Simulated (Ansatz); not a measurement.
# TiAl: one change and its effect

System: TiAl (Pm-3m, 2 atoms in the cell).
Method of run 1: Kohn-Sham DFT of a periodic cell, BLYP with D4, Ansatz PAW, no spin polarisation (Ansatz 0.2.0).

The structure derives from a Materials Project entry. Text and figures count atoms from 1; the logs count them from 0 in places.

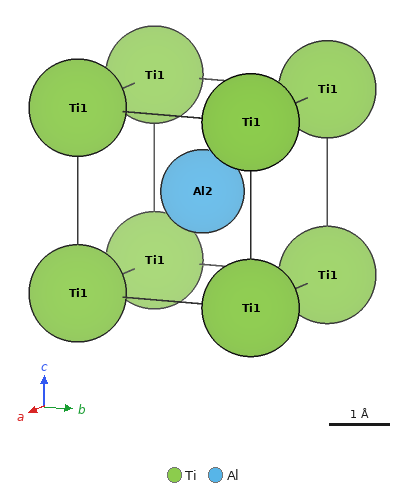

Figure 1. The input geometry (spheres-only view of the cell of the calculation, seen slightly off an axis; atoms are numbered from 1 in the order of the input). An atom can appear more than once, as a periodic image.

**The input, run 1**
```yaml
crystal:
  lattice:
    - [3.179064, 0.0, 0.0]
    - [0.0, 3.179064, 0.0]
    - [0.0, 0.0, 3.179064]
  atoms:
    - { symbol: Ti, position: [0.0, 0.0, 0.0] }
    - { symbol: Al, position: [0.5, 0.5, 0.5] }
hamiltonian:
  xc: blyp
  pseudopotentials: { kind: paw }
  dispersion: d4
kpoints:
  mp_grid: { grid: [8, 8, 8] }
scf:
  occupations: { method: fermi_dirac, width: 0.05 }
output:
  forces: true
  stress: true
  eigenvalues: true
relax:
  f_tol: 0.01
  max_steps: 40
  cell: { stress_tol: 0.05 }
```

Command:
```bash
ansatz run input.yaml --threads 2 --pin off --max-ram 5632MiB --backend cpu --events-out ev --progress --plain --runs-dir out
```

Hardware: 2 threads of Arm Neoverse V1, 24 GiB of memory available, shared host.

**Output, shortened to warnings, some set-up lines, iterations and results (run 1)**
```
Basis set: ecut = 420 eV, 619 PW (Γ), exchange–correlation on 48×48×48 points (8 copies of the dense FFT grid, shifted against one another)
Symmetry: 48 space group operations
k-points: 35 of 512
Initial density: superposition of atomic densities (neutral atoms: chi_scale 0, normalization atom), corrected by the library's trained network
[...]
SCF iter   1: F=—  HF=-3047.995680 eV  |F-HF|=—  |Δ(HF+E_count)|=         —  Δρ=1.83e-2  dr2=1.41e-1  ethr=1.77e-3  ⟨swp⟩=5.0  Hψ=2159  notcnv=0
SCF iter   2: F=—  HF=-3047.977858 eV  |F-HF|=—  |Δ(HF+E_count)|=   1.78e-2  Δρ=1.10e-2  dr2=5.61e-2  ethr=9.37e-4  ⟨swp⟩=2.0  Hψ=828  notcnv=0
SCF iter   3: F=—  HF=-3047.966521 eV  |F-HF|=—  |Δ(HF+E_count)|=   1.13e-2  Δρ=9.49e-4  dr2=3.31e-4  ethr=3.74e-4  ⟨swp⟩=2.1  Hψ=641  notcnv=0
SCF iter   4: F=—  HF=-3047.966619 eV  |F-HF|=—  |Δ(HF+E_count)|=   9.79e-5  Δρ=2.02e-4  dr2=5.54e-6  ethr=2.21e-6  ⟨swp⟩=2.5  Hψ=641  notcnv=0
SCF iter   5: F=—  HF=-3047.966608 eV  |F-HF|=—  |Δ(HF+E_count)|=   1.15e-5  Δρ=2.35e-5  dr2=1.78e-7  ethr=3.69e-8  ⟨swp⟩=2.5  Hψ=633  notcnv=0
[... 24 lines ...]
SCF iter   6: F=-3047.969780 eV  HF=-3047.969780 eV  |F-HF|=4.55e-13  |Δ(HF+E_count)|=  9.09e-13  Δρ=3.49e-9  dr2=1.98e-15  ethr=1.00e-12  ⟨swp⟩=1.0  Hψ=420  notcnv=0
SCF iter   7: F=-3047.969780 eV  HF=-3047.969780 eV  |F-HF|=0.00e0  |Δ(HF+E_count)|=    0.00e0  Δρ=3.84e-10  dr2=2.75e-17  ethr=1.00e-12  ⟨swp⟩=1.0  Hψ=420  notcnv=0
SCF iter   8: F=-3047.969780 eV  HF=-3047.969780 eV  |F-HF|=1.36e-12  |Δ(HF+E_count)|=  4.55e-13  Δρ=5.44e-11  dr2=6.05e-19  ethr=1.00e-12  ⟨swp⟩=1.1  Hψ=984  notcnv=0
SCF 4 converged in 8 iterations: F = -3047.969780 eV  dr2 = 6.05e-19
relax step   4: F+E_penalty+E_count = -3047.96978047 eV  Δ(F+E_penalty+E_count) = +1.719e-4 eV  max|allowed force component| = 2.301e-31 eV/Å  Δτ_max = 0.0000 Å  P = -0.030 …
basis re-selected at this cell: Δ(F+E_penalty+E_count) = +1.719e-4 eV, ΔP = -0.009 GPa vs the last step (what re-selecting the basis moved, of the pressure what is left beyond the Pulay correction that the steps carried, after the strain that the cell walked since its last selection, with what the …
SCF converged after 8 iterations
Free energy (F): -3047.969780 eV
Harris-Foulkes:  -3047.969780 eV  (|F-HF|=1.36e-12)
Internal energy: -3047.948218 eV  (E = F + TS)
E sigma→0 (E₀):  -3047.958999 eV
Entropy (-TS):   -0.021562 eV (-10.781 meV/atom)
Fermi energy:    12.126546 eV
--- Per-component energies (eV) ---
  E_band       = -151.699863
  E_kinetic    = 297.820806
  E_local      = -1016.410309  (includes V_loc(G=0)·N_el)
  E_nonlocal   = 20.477724
  E_hartree    = 434.943999
  E_xc         = -134.731642
  E_vxc        = -147.951897  (∫ρ·V_xc dr)
  E_paw        = -1528.798273  (= ΣΔE_a)
  E_vpaw       = -175.524296  (= ΣTr[D̂ρ^β])
  E_aug_tail   = 0.000111  (compensation charges beyond the density's cutoff)
  E_ewald      = -1120.176689
  E_disp       = -1.102948  (pairwise vdW)
  E_core_change = 0.029001  (= ΣΔE_core)
  E_smearing   = -0.021562  (= −TS)
  E_closure    = 0.000000  (closes the sum)
  Σ components = -3047.969780   (vs F -3047.969780, Δ=0.00e0)
--- Forces (eV/Å), atoms counted from 1 ---
  atom   1  Ti    -0.00000000     0.00000000    -0.00000000
  atom   2  Al    -0.00000000    -0.00000000     0.00000000
  max |Σ_I F_I| component: 2.63e-31 eV/Å
--- Stress (GPa, compression-positive) ---
       -0.030148      -0.000000       0.000000
       -0.000000      -0.030148       0.000000
        0.000000       0.000000      -0.030148
  P = ⅓ Tr σ = -0.0301 GPa (-0.301 kbar)
--- Relaxed structure (3 steps of the walk, 3 accepted, 1 SCFs on fresh bases) ---
  F+E_penalty+E_count = -3047.96978047 eV   max|allowed force component| = 2.301e-31 eV/Å   (the final SCF, on the basis selected at the relaxed cell)
  cell:  # Å, volume = 31.5932 Å³
    - [3.1612899652983937, 4.49383653690355e-34, 1.9259299443872356e-34]
    - [4.49383653690355e-34, 3.1612899652983937, 0.0]
    - [1.9259299443872356e-34, 0.0, 3.1612899652983937]
  atoms:
    - { symbol: Ti, position: [7.320284679603515e-35, -5.6795312169338136e-36, -8.96788810825558e-51] }
    - { symbol: Al, position: [0.5, 0.5, 0.5] }
```

The input of run 2 differs as follows (lines with − go, lines with + come):
```diff
-  dispersion: d4
+  dispersion: d3bj
```

How does run 2 compare with run 1?

The total energies belong to different models, so their difference says nothing on which is more stable or more accurate. The volume per atom goes from 15.80 to 14.90 Å³. The SCF takes 32 iterations over all geometry steps against 26.

**Output, shortened to warnings, some set-up lines, iterations and results (run 2)**
```
Basis set: ecut = 420 eV, 619 PW (Γ), exchange–correlation on 48×48×48 points (8 copies of the dense FFT grid, shifted against one another)
Symmetry: 48 space group operations
k-points: 35 of 512
Initial density: superposition of atomic densities (neutral atoms: chi_scale 0, normalization atom), corrected by the library's trained network
[...]
SCF iter   1: F=—  HF=-3049.186189 eV  |F-HF|=—  |Δ(HF+E_count)|=         —  Δρ=1.83e-2  dr2=1.41e-1  ethr=1.77e-3  ⟨swp⟩=5.0  Hψ=2159  notcnv=0
SCF iter   2: F=—  HF=-3049.168367 eV  |F-HF|=—  |Δ(HF+E_count)|=   1.78e-2  Δρ=1.10e-2  dr2=5.61e-2  ethr=9.37e-4  ⟨swp⟩=2.0  Hψ=828  notcnv=0
SCF iter   3: F=—  HF=-3049.157031 eV  |F-HF|=—  |Δ(HF+E_count)|=   1.13e-2  Δρ=9.49e-4  dr2=3.31e-4  ethr=3.74e-4  ⟨swp⟩=2.1  Hψ=641  notcnv=0
SCF iter   4: F=—  HF=-3049.157128 eV  |F-HF|=—  |Δ(HF+E_count)|=   9.79e-5  Δρ=2.02e-4  dr2=5.54e-6  ethr=2.21e-6  ⟨swp⟩=2.5  Hψ=641  notcnv=0
SCF iter   5: F=—  HF=-3049.157117 eV  |F-HF|=—  |Δ(HF+E_count)|=   1.15e-5  Δρ=2.35e-5  dr2=1.78e-7  ethr=3.69e-8  ⟨swp⟩=2.5  Hψ=633  notcnv=0
[... 32 lines ...]
SCF iter   6: F=-3049.220568 eV  HF=-3049.220568 eV  |F-HF|=0.00e0  |Δ(HF+E_count)|=  2.73e-12  Δρ=1.27e-8  dr2=1.40e-14  ethr=1.00e-12  ⟨swp⟩=1.0  Hψ=420  notcnv=0
SCF iter   7: F=-3049.220568 eV  HF=-3049.220568 eV  |F-HF|=4.55e-13  |Δ(HF+E_count)|=    0.00e0  Δρ=1.64e-9  dr2=2.77e-16  ethr=1.00e-12  ⟨swp⟩=1.0  Hψ=420  notcnv=0
SCF iter   8: F=-3049.220568 eV  HF=-3049.220568 eV  |F-HF|=9.09e-13  |Δ(HF+E_count)|=    0.00e0  Δρ=1.27e-10  dr2=1.42e-18  ethr=1.00e-12  ⟨swp⟩=2.0  Hψ=1058  notcnv=0
SCF 5 converged in 8 iterations: F = -3049.220568 eV  dr2 = 1.42e-18
relax step   5: F+E_penalty+E_count = -3049.22056774 eV  Δ(F+E_penalty+E_count) = +5.943e-4 eV  max|allowed force component| = 1.931e-31 eV/Å  Δτ_max = 0.0000 Å  P = -0.040 …
basis re-selected at this cell: Δ(F+E_penalty+E_count) = +5.943e-4 eV, ΔP = -0.030 GPa vs the last step (what re-selecting the basis moved, of the pressure what is left beyond the Pulay correction that the steps carried, after the strain that the cell walked since its last selection, with what the …
SCF converged after 8 iterations
Free energy (F): -3049.220568 eV
Harris-Foulkes:  -3049.220568 eV  (|F-HF|=9.09e-13)
Internal energy: -3049.201146 eV  (E = F + TS)
E sigma→0 (E₀):  -3049.210857 eV
Entropy (-TS):   -0.019422 eV (-9.711 meV/atom)
Fermi energy:    12.944648 eV
--- Per-component energies (eV) ---
  E_band       = -139.282077
  E_kinetic    = 300.335969
  E_local      = -986.292489  (includes V_loc(G=0)·N_el)
  E_nonlocal   = 20.776942
  E_hartree    = 425.528393
  E_xc         = -135.614845
  E_vxc        = -149.129740  (∫ρ·V_xc dr)
  E_paw        = -1529.185330  (= ΣΔE_a)
  E_vpaw       = -176.029656  (= ΣTr[D̂ρ^β])
  E_aug_tail   = 0.000112  (compensation charges beyond the density's cutoff)
  E_ewald      = -1142.316460
  E_disp       = -2.462439  (pairwise vdW)
  E_core_change = 0.029001  (= ΣΔE_core)
  E_smearing   = -0.019422  (= −TS)
  E_closure    = -0.000000  (closes the sum)
  Σ components = -3049.220568   (vs F -3049.220568, Δ=0.00e0)
--- Forces (eV/Å), atoms counted from 1 ---
  atom   1  Ti    -0.00000000    -0.00000000    -0.00000000
  atom   2  Al    -0.00000000    -0.00000000     0.00000000
  max |Σ_I F_I| component: 6.66e-31 eV/Å
--- Stress (GPa, compression-positive) ---
       -0.040040      -0.000000       0.000000
        0.000000      -0.040040      -0.000000
        0.000000      -0.000000      -0.040040
  P = ⅓ Tr σ = -0.0400 GPa (-0.400 kbar)
--- Relaxed structure (4 steps of the walk, 4 accepted, 1 SCFs on fresh bases) ---
  F+E_penalty+E_count = -3049.22056774 eV   max|allowed force component| = 1.931e-31 eV/Å   (the final SCF, on the basis selected at the relaxed cell)
  cell:  # Å, volume = 29.7916 Å³
    - [3.100019522406295, 9.62964972193618e-35, 3.851859888774472e-34]
    - [8.666684749742561e-34, 3.100019522406295, 1.2839532962581572e-34]
    - [3.851859888774472e-34, 1.2839532962581572e-34, 3.100019522406295]
  atoms:
    - { symbol: Ti, position: [3.029083315698049e-35, -2.5242360964150084e-36, 5.147557589468029e-85] }
    - { symbol: Al, position: [0.5, 0.5, 0.5] }
```

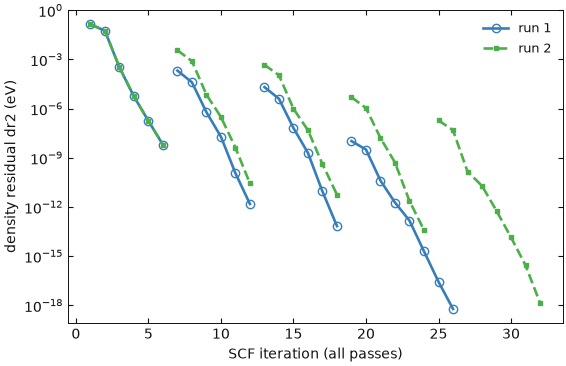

Figure 2. Convergence of the two runs: density residual dr2 against the SCF iteration. A break in a curve parts two SCF passes. Run 1 takes 26 iterations in all, and run 2 takes 32.

**The two runs side by side**

```tsv
quantity	run 1	run 2
outcome	converged	converged
free energy per atom (eV)	−1523.9849	−1524.6103
energy per atom, smearing taken to zero (eV)	−1523.9795	−1524.6054
gap on the mesh (eV)	0.00	0.00
pressure (GPa)	−0.03	−0.04
volume per atom (Å³)	15.80	14.90
largest force (eV/Å)	0.000	0.000
SCF iterations	26	32
irreducible k-points	35	35
wall time (shared host)	3.4 s	3.7 s
```

For both runs: Points of doubt noted for this run: forces on files of another functional.
